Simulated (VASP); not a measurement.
# Core levels calculation, with input and output: NiSi (part 2 of 2)

NiSi (8 atoms in the cell); Kohn-Sham DFT of a periodic cell, PBE, VASP PAW PBE potentials, recommended, spin-polarised (VASP 6.6.1); cutoff 520 eV, 5×5×5 k-mesh, Gaussian smearing of 0.02 eV, collinear spins. The structure derives from a Materials Project entry.

Geometry of the input (Å; fractional positions):
```
4.5037  0.0000  0.0000
0.0000  4.5037  0.0000
0.0000  0.0000  4.5037
Ni 0.1495  0.1495  0.1495
Ni 0.6495  0.3505  0.8505
Ni 0.8505  0.6495  0.3505
Ni 0.3505  0.8505  0.6495
Si 0.8468  0.8468  0.8468
Si 0.3468  0.6532  0.1532
Si 0.1532  0.3468  0.6532
Si 0.6532  0.1532  0.3468
```

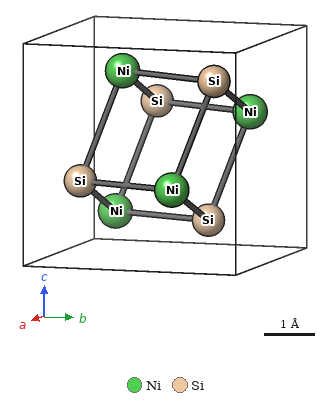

Figure 1. The structure as given in the input (ball-and-stick view of the cell of the calculation, seen slightly off an axis).

Parts of OUTCAR, continued:
```
 k-point     3 :       0.4000    0.0000    0.0000
  band No.  band energies     occupation
      1      -1.1427      1.00000
      2       0.1725      1.00000
      3       3.8470      1.00000
      4       4.3469      1.00000
      5       5.2195      1.00000
      6       5.7876      1.00000
      7       5.9826      1.00000
      8       6.3275      1.00000
      9       7.3010      1.00000
     10       7.3335      1.00000
     11       7.8039      1.00000
     12       8.0400      1.00000
     13       8.1286      1.00000
     14       8.1571      1.00000
     15       8.3114      1.00000
     16       8.3282      1.00000
     17       8.5687      1.00000
     18       8.7462      1.00000
     19       8.8318      1.00000
     20       9.0385      1.00000
     21       9.4443      1.00000
     22       9.5240      1.00000
     23       9.7834      1.00000
     24       9.8007      1.00000
     25       9.9900      1.00000
     26      10.0322      1.00000
     27      11.2409      1.00000
     28      11.5162      1.00000
     29      11.7471      1.00000
     30      11.7949      1.00000
     31      13.8862      0.00000
     32      14.4579      0.00000
     33      14.7205      0.00000
     34      14.8548      0.00000
     35      15.2967      0.00000

 k-point     4 :       0.2000    0.2000    0.0000
  band No.  band energies     occupation
      1      -1.6971      1.00000
      2       1.6703      1.00000
      3       2.5824      1.00000
      4       4.2405      1.00000
      5       5.1884      1.00000
      6       5.6184      1.00000
      7       6.2706      1.00000
      8       6.6918      1.00000
      9       7.0684      1.00000
     10       7.6259      1.00000
     11       7.7932      1.00000
     12       8.0806      1.00000
     13       8.1145      1.00000
     14       8.2125      1.00000
     15       8.3075      1.00000
     16       8.3512      1.00000
     17       8.5207      1.00000
     18       8.6127      1.00000
     19       8.9441      1.00000
     20       9.3350      1.00000
     21       9.4140      1.00000
     22       9.5200      1.00000
     23       9.6660      1.00000
     24       9.7999      1.00000
     25      10.0735      1.00000
     26      10.2536      1.00000
     27      11.0378      1.00000
     28      11.9936      0.58220
     29      12.1170      0.00000
     30      12.4437      0.00000
     31      12.7972      0.00000
     32      13.0854      0.00000
     33      14.4840      0.00000
     34      14.7365      0.00000
     35      15.2226      0.00000

 k-point     5 :       0.4000    0.2000    0.0000
  band No.  band energies     occupation
      1      -0.8721      1.00000
      2       0.4056      1.00000
      3       2.9305      1.00000
      4       3.8475      1.00000
      5       5.4323      1.00000
      6       5.5616      1.00000
      7       6.2689      1.00000
      8       6.3795      1.00000
      9       7.2592      1.00000
     10       7.4331      1.00000
     11       7.8225      1.00000
     12       7.9830      1.00000
     13       8.0663      1.00000
     14       8.1747      1.00000
     15       8.4876      1.00000
     16       8.5538      1.00000
     17       8.5701      1.00000
     18       8.7737      1.00000
     19       8.8859      1.00000
     20       9.0761      1.00000
     21       9.3770      1.00000
     22       9.4108      1.00000
     23       9.6728      1.00000
     24       9.7981      1.00000
     25       9.8729      1.00000
     26      10.0482      1.00000
     27      11.4141      1.00000
     28      11.7296      1.00000
     29      12.0397      0.00112
     30      12.5819      0.00000
     31      12.9607      0.00000
     32      13.7453      0.00000
     33      13.8355      0.00000
     34      14.2854      0.00000
     35      14.6706      0.00000

 k-point     6 :      -0.2000    0.4000    0.0000
  band No.  band energies     occupation
      1      -0.8720      1.00000
      2       0.4058      1.00000
      3       2.9322      1.00000
      4       3.8515      1.00000
      5       5.3622      1.00000
      6       5.4623      1.00000
      7       6.4397      1.00000
      8       6.6431      1.00000
      9       7.1375      1.00000
     10       7.3289      1.00000
     11       7.7488      1.00000
     12       7.9017      1.00000
     13       8.1586      1.00000
     14       8.2347      1.00000
     15       8.3532      1.00000
     16       8.4505      1.00000
     17       8.6511      1.00000
     18       8.7853      1.00000
     19       8.9476      1.00000
     20       9.0774      1.00000
     21       9.3756      1.00000
     22       9.3992      1.00000
     23       9.7059      1.00000
     24       9.8136      1.00000
     25       9.9069      1.00000
     26      10.1334      1.00000
     27      11.1519      1.00000
     28      11.5300      1.00000
     29      12.2184      0.00000
     30      12.6212      0.00000
     31      13.2051      0.00000
     32      13.7728      0.00000
     33      13.8316      0.00000
     34      14.2319      0.00000
     35      14.7056      0.00000

 k-point     7 :       0.4000    0.4000    0.0000
  band No.  band energies     occupation
      1      -0.0979      1.00000
      2       0.7776      1.00000
      3       1.8021      1.00000
      4       2.5856      1.00000
      5       5.8449      1.00000
      6       5.9401      1.00000
      7       6.3712      1.00000
      8       6.6691      1.00000
      9       7.0466      1.00000
     10       7.2764      1.00000
     11       7.5345      1.00000
     12       7.5993      1.00000
     13       8.1914      1.00000
     14       8.2765      1.00000
     15       8.5159      1.00000
     16       8.6290      1.00000
     17       8.7868      1.00000
     18       8.8757      1.00000
     19       9.0184      1.00000
     20       9.1106      1.00000
     21       9.2021      1.00000
     22       9.2115      1.00000
     23       9.5633      1.00000
     24       9.5994      1.00000
     25      10.1423      1.00000
     26      10.3084      1.00000
     27      11.0310      1.00000
     28      11.3402      1.00000
     29      12.2776      0.00000
     30      12.6027      0.00000
     31      12.8385      0.00000
     32      12.9732      0.00000
     33      14.4948      0.00000
     34      15.4242      0.00000
     35      15.5864      0.00000

 k-point     8 :       0.2000    0.2000    0.2000
  band No.  band energies     occupation
      1      -1.4182      1.00000
      2       1.6843      1.00000
      3       2.4074      1.00000
      4       3.6541      1.00000
      5       5.0363      1.00000
      6       5.8344      1.00000
      7       6.1380      1.00000
      8       6.5784      1.00000
      9       7.2414      1.00000

 Fermi energy:        11.9964932741

 spin component 2

 k-point     1 :       0.0000    0.0000    0.0000
  band No.  band energies     occupation
      1      -2.2648      1.00000
      2       3.1348      1.00000
      3       3.1348      1.00000
      4       3.1348      1.00000
      5       5.6664      1.00000
      6       5.6664      1.00000
      7       5.6664      1.00000
      8       7.2881      1.00000
      9       7.2881      1.00000
     10       7.2881      1.00000
     11       7.8834      1.00000
     12       7.9180      1.00000
     13       7.9180      1.00000
     14       8.2224      1.00000
     15       8.2224      1.00000
     16       8.2224      1.00000
     17       8.6074      1.00000
     18       8.6074      1.00000
     19       8.6074      1.00000
     20       9.6065      1.00000
     21       9.6065      1.00000
     22       9.6065      1.00000
     23       9.6924      1.00000
     24       9.6924      1.00000
     25      10.3201      1.00000
     26      10.3201      1.00000
     27      10.3201      1.00000
     28      12.8894      0.00000
     29      12.8894      0.00000
     30      12.8894      0.00000
     31      13.3019      0.00000
     32      13.3019      0.00000
     33      13.9344      0.00000
     34      13.9344      0.00000
     35      13.9344      0.00000

 k-point     2 :       0.2000    0.0000    0.0000
  band No.  band energies     occupation
      1      -1.9794      1.00000
      2       1.7677      1.00000
      3       3.3262      1.00000
      4       3.9397      1.00000
      5       5.1779      1.00000
      6       5.8138      1.00000
      7       6.3653      1.00000
      8       6.6685      1.00000
      9       6.8661      1.00000
     10       7.6452      1.00000
     11       7.9402      1.00000
     12       7.9622      1.00000
     13       8.1466      1.00000
     14       8.1898      1.00000
     15       8.2396      1.00000
     16       8.2432      1.00000
     17       8.5453      1.00000
     18       8.5474      1.00000
     19       8.8338      1.00000
     20       9.3705      1.00000
     21       9.4608      1.00000
     22       9.6327      1.00000
     23       9.7181      1.00000
     24       9.8084      1.00000
     25      10.1414      1.00000
     26      10.2217      1.00000
     27      10.9696      1.00000
     28      12.0499      0.00008
     29      12.1803      0.00000
     30      12.3801      0.00000
     31      12.7071      0.00000
     32      13.8190      0.00000
     33      14.3096      0.00000
     34      14.3318      0.00000
     35      14.9681      0.00000

 k-point     3 :       0.4000    0.0000    0.0000
  band No.  band energies     occupation
      1      -1.1427      1.00000
      2       0.1725      1.00000
      3       3.8470      1.00000
      4       4.3469      1.00000
      5       5.2195      1.00000
      6       5.7876      1.00000
      7       5.9826      1.00000
      8       6.3275      1.00000
      9       7.3010      1.00000
     10       7.3335      1.00000
     11       7.8039      1.00000
     12       8.0400      1.00000
     13       8.1286      1.00000
     14       8.1571      1.00000
     15       8.3114      1.00000
     16       8.3282      1.00000
     17       8.5687      1.00000
     18       8.7462      1.00000
     19       8.8318      1.00000
     20       9.0385      1.00000
     21       9.4443      1.00000
     22       9.5240      1.00000
     23       9.7834      1.00000
     24       9.8007      1.00000
     25       9.9900      1.00000
     26      10.0322      1.00000
     27      11.2409      1.00000
     28      11.5162      1.00000
     29      11.7471      1.00000
     30      11.7949      1.00000
     31      13.8862      0.00000
     32      14.4579      0.00000
     33      14.7205      0.00000
     34      14.8548      0.00000
     35      15.2967      0.00000

 k-point     4 :       0.2000    0.2000    0.0000
  band No.  band energies     occupation
      1      -1.6971      1.00000
      2       1.6703      1.00000
      3       2.5824      1.00000
      4       4.2405      1.00000
      5       5.1884      1.00000
      6       5.6184      1.00000
      7       6.2706      1.00000
      8       6.6918      1.00000
      9       7.0684      1.00000
     10       7.6259      1.00000
     11       7.7932      1.00000
     12       8.0806      1.00000
     13       8.1145      1.00000
     14       8.2125      1.00000
     15       8.3075      1.00000
     16       8.3512      1.00000
     17       8.5207      1.00000
     18       8.6127      1.00000
     19       8.9441      1.00000
     20       9.3350      1.00000
     21       9.4140      1.00000
     22       9.5200      1.00000
     23       9.6660      1.00000
     24       9.7999      1.00000
     25      10.0735      1.00000
     26      10.2536      1.00000
     27      11.0378      1.00000
     28      11.9936      0.58216
     29      12.1171      0.00000
     30      12.4437      0.00000
     31      12.7972      0.00000
     32      13.0854      0.00000
     33      14.4840      0.00000
     34      14.7365      0.00000
     35      15.2225      0.00000

 k-point     5 :       0.4000    0.2000    0.0000
  band No.  band energies     occupation
      1      -0.8721      1.00000
      2       0.4056      1.00000
      3       2.9305      1.00000
      4       3.8475      1.00000
      5       5.4323      1.00000
      6       5.5616      1.00000
      7       6.2689      1.00000
      8       6.3794      1.00000
      9       7.2592      1.00000
     10       7.4331      1.00000
     11       7.8225      1.00000
     12       7.9830      1.00000
     13       8.0663      1.00000
     14       8.1747      1.00000
     15       8.4876      1.00000
     16       8.5538      1.00000
     17       8.5701      1.00000
     18       8.7737      1.00000
     19       8.8859      1.00000
     20       9.0761      1.00000
     21       9.3770      1.00000
     22       9.4108      1.00000
     23       9.6728      1.00000
     24       9.7981      1.00000
     25       9.8729      1.00000
     26      10.0482      1.00000
     27      11.4141      1.00000
     28      11.7296      1.00000
     29      12.0397      0.00112
     30      12.5819      0.00000
     31      12.9607      0.00000
     32      13.7453      0.00000
     33      13.8355      0.00000
     34      14.2854      0.00000
     35      14.6706      0.00000

 [... the levels of 5 k-points are left out ...]

 k-point    11 :       0.4000    0.4000    0.4000
  band No.  band energies     occupation
      1       0.8549      1.00000
      2       1.4719      1.00000
      3       2.0623      1.00000
      4       2.5597      1.00000
      5       3.8272      1.00000
      6       4.3045      1.00000
      7       5.0413      1.00000
      8       5.4788      1.00000
      9       7.6285      1.00000
     10       7.7960      1.00000
     11       7.8038      1.00000
     12       8.0171      1.00000
     13       8.0324      1.00000
     14       8.2344      1.00000
     15       8.2614      1.00000
     16       8.2972      1.00000
     17       9.0132      1.00000
     18       9.1334      1.00000
     19       9.1994      1.00000
     20       9.2076      1.00000
     21       9.2353      1.00000
     22       9.3515      1.00000
     23       9.3894      1.00000
     24       9.4628      1.00000
     25      10.0124      1.00000
     26      10.0866      1.00000
     27      10.3927      1.00000
     28      10.5299      1.00000
     29      14.2185      0.00000
     30      15.0580      0.00000
     31      15.1932      0.00000
     32      15.7907      0.00000
     33      15.9024      0.00000
     34      16.2476      0.00000
     35      16.6449      0.00000

------------------------ aborting loop because EDIFF is reached ----------------------------------------

  FORCE on cell =-STRESS in cart. coord.  units (eV):
  Direction    XX          YY          ZZ          XY          YZ          ZX
  --------------------------------------------------------------------------------------
  -------------------------------------------------------------------------------------
  Total        1.0745295      1.0745295      1.0745295      0.0000000     -0.0000000      0.0000000
  in kB       18.8461353     18.8461353     18.8461353      0.0000000     -0.0000000      0.0000000
  external PRESSURE =      18.8461353 kB  Pullay stress =       0.0000000 kB

 VOLUME and BASIS-vectors are now :
 -----------------------------------------------------------------------------
  energy-cutoff  :      520.00
  volume of cell :       91.35
      direct lattice vectors                 reciprocal lattice vectors
     4.503694000  0.000000000  0.000000000     0.222039952  0.000000000  0.000000000
     0.000000000  4.503694000  0.000000000     0.000000000  0.222039952  0.000000000
     0.000000000  0.000000000  4.503694000     0.000000000  0.000000000  0.222039952

 POSITION                                       TOTAL-FORCE (eV/Angst)
 -----------------------------------------------------------------------------------
      0.67332      0.67332      0.67332        -0.010891     -0.010891     -0.010891
      2.92517      1.57853      3.83037        -0.010891      0.010891      0.010891
      3.83037      2.92517      1.57853         0.010891     -0.010891      0.010891
      1.57853      3.83037      2.92517         0.010891      0.010891     -0.010891
      3.81386      3.81386      3.81386        -0.011255     -0.011255     -0.011255
      1.56202      2.94168      0.68983        -0.011255      0.011255      0.011255
      0.68983      1.56202      2.94168         0.011255     -0.011255      0.011255
      2.94168      0.68983      1.56202         0.011255      0.011255     -0.011255
 -----------------------------------------------------------------------------------
    total drift:                                0.000000      0.000000     -0.000000

  FREE ENERGIE OF THE ION-ELECTRON SYSTEM (eV)
  ---------------------------------------------------
  free  energy   TOTEN  =       -46.8131909849 eV

  energy  without entropy=      -46.8121202637  energy(sigma->0) =      -46.81265562

 total charge

# of ion       s       p       d       tot
------------------------------------------
    1        0.453   0.602   8.492   9.548
    2        0.453   0.602   8.492   9.548
    3        0.453   0.602   8.492   9.548
    4        0.453   0.602   8.492   9.548
    5        0.740   0.845   0.000   1.585
    6        0.740   0.845   0.000   1.585
    7        0.740   0.845   0.000   1.585
    8        0.740   0.845   0.000   1.585
--------------------------------------------------
tot          4.774   5.786  33.970  44.530

 magnetization (x)

# of ion       s       p       d       tot
------------------------------------------
    1       -0.000  -0.000   0.000   0.000
    2       -0.000  -0.000   0.000   0.000
    3       -0.000  -0.000   0.000   0.000
    4       -0.000  -0.000   0.000   0.000
    5        0.000   0.000   0.000   0.000
    6        0.000   0.000   0.000   0.000
    7        0.000   0.000   0.000   0.000
    8        0.000   0.000   0.000   0.000
--------------------------------------------------
tot         -0.000  -0.000   0.000   0.000
```

CONTCAR:
```
SiNi
   1.00000000000000
     4.5036940000000003    0.0000000000000000    0.0000000000000000
     0.0000000000000000    4.5036940000000003    0.0000000000000000
     0.0000000000000000    0.0000000000000000    4.5036940000000003
  Ni              Si
     4     4
Direct
     0.1495040000000003    0.1495040000000003    0.1495040000000003
     0.6495040000000003    0.3504959999999997    0.8504959999999997
     0.8504959999999997    0.6495040000000003    0.3504959999999997
     0.3504959999999997    0.8504959999999997    0.6495040000000003
     0.8468299999999971    0.8468299999999971    0.8468299999999971
     0.3468299999999971    0.6531700000000029    0.1531700000000029
     0.1531700000000029    0.3468299999999971    0.6531700000000029
     0.6531700000000029    0.1531700000000029    0.3468299999999971

  0.00000000E+00  0.00000000E+00  0.00000000E+00
  0.00000000E+00  0.00000000E+00  0.00000000E+00
  0.00000000E+00  0.00000000E+00  0.00000000E+00
  0.00000000E+00  0.00000000E+00  0.00000000E+00
  0.00000000E+00  0.00000000E+00  0.00000000E+00
  0.00000000E+00  0.00000000E+00  0.00000000E+00
  0.00000000E+00  0.00000000E+00  0.00000000E+00
  0.00000000E+00  0.00000000E+00  0.00000000E+00
```

Summary:

```csv
quantity,value
outcome,converged
space group (tolerance 0.01 Å),P2₁3 (198)
electrons treated,56
free energy,−46.8132 eV
Fermi energy of the self-consistent step,11.996 eV
gap on the k-point mesh,none (metallic)
net moment of the cell,0.00 μB
pressure,1.88 GPa
largest force (length of the vector),0.019 eV/Å
hardware,"1 thread of Intel Xeon @ 2.90GHz (Ice Lake), 128 GiB of memory available, shared host"
wall time,1.8 min
peak memory,0.25 GiB
```
